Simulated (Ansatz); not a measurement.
System: Sn, space group Fd-3m (No. 227) (one of a set of cubic test structures, which need not be the stable phase).

Calculation (Ansatz 0.2.0 development build): equation of state of a cubic crystal from periodic Kohn-Sham density functional theory without spin, third-order Birch-Murnaghan fit to the free energies; pressure corrected for the finite basis. Level: r2SCAN.

- structure type: diamond
- atoms in cell: 2
- space group number: 227
- lattice centring: face-centred primitive
- k mesh: 9×9×9
- occupation method: Fermi–Dirac
- occupation width: 0.1 eV
- wave cutoff: 240 eV
- datasets: all-electron datasets
- density tolerance: 1e−09 eV
- bands: 20
- density cutoff ratio: 7
- nucleus: point
- search for lower states: default

Describe the result: the energy above the lowest point and pressure against volume. The volume takes the values 33.90, 35.00, 36.11, 37.21, 38.32 Å³/atom.

A third-order Birch–Murnaghan fit gives V0 = 35.42 Å³/atom, B0 = 42.6 GPa and B′ = 4.9. The energy above the lowest point is 8.9 meV/atom at volume 33.90 Å³/atom and 26.2 meV/atom at 38.32 Å³/atom; the lowest computed point is at volume 35.00 Å³/atom (0.0 meV/atom). The pressure falls from 2.092 GPa at volume 33.90 Å³/atom to −2.755 GPa at 38.32 Å³/atom, and changes sign near 35.4 Å³/atom.

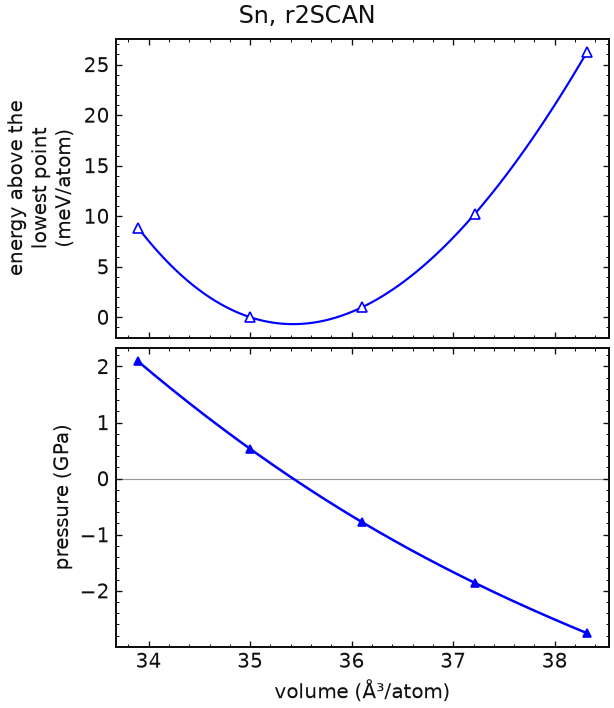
